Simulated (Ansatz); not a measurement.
```cif
data_structure
_symmetry_space_group_name_H-M 'P 1'
_symmetry_Int_Tables_number 1
_cell_length_a 3.0734
_cell_length_b 3.0734
_cell_length_c 27.6482
_cell_angle_alpha 90.000
_cell_angle_beta 90.000
_cell_angle_gamma 90.000
_cell_volume 261.15
loop_
_atom_site_label
_atom_site_type_symbol
_atom_site_fract_x
_atom_site_fract_y
_atom_site_fract_z
_atom_site_occupancy
Al1 Al 0.50000 0.50000 0.27127 1
Ru1 Ru 0.00000 0.00000 0.31667 1
Al2 Al 0.50000 0.50000 0.37113 1
Ru2 Ru 0.00000 0.00000 0.42560 1
Al3 Al 0.50000 0.50000 0.47100 1
Al4 Al 0.00000 0.00000 0.52900 1
Ru3 Ru 0.50000 0.50000 0.57440 1
Al5 Al 0.00000 0.00000 0.62887 1
Ru4 Ru 0.50000 0.50000 0.68333 1
Al6 Al 0.00000 0.00000 0.72873 1
```

Not relaxed (largest force 0.6 eV/Å); computed without spin polarisation.

Computed with Ansatz, DFT PBEsol, scalar-relativistic, plane waves, PAW.

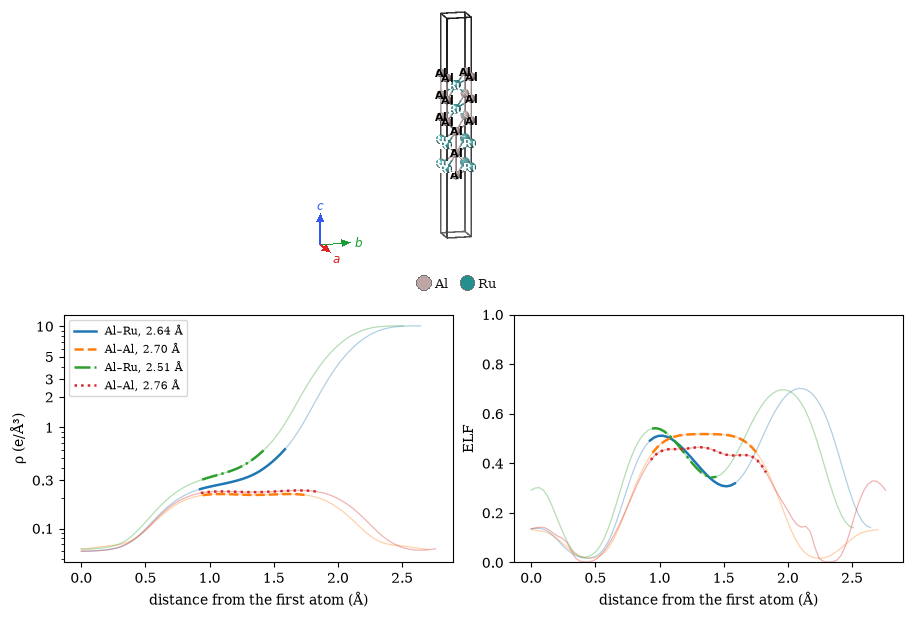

Al3Ru2 (slab). Valence electron density and electron localisation function along straight lines between neighbouring atoms. Thin, pale parts lie inside the atomic spheres. The structure is drawn too.

In a PAW calculation such maps are meaningful between the atoms, not at the nuclei.

> Compare the contacts.

Al–Ru (2.64 Å): the density is about 0.33 e/Å³ at the midpoint; the ELF is about 0.40 at the midpoint.
Al–Al (2.70 Å): the density is about 0.21 e/Å³ at the midpoint; the ELF reaches about 0.50 near the midpoint.
Al–Ru (2.51 Å): ρ at the midpoint is about 0.42 e/Å³; the ELF is about 0.40 at the midpoint.
Al–Al (2.76 Å): ρ at the midpoint is about 0.23 e/Å³; the ELF is about 0.45 at the midpoint.
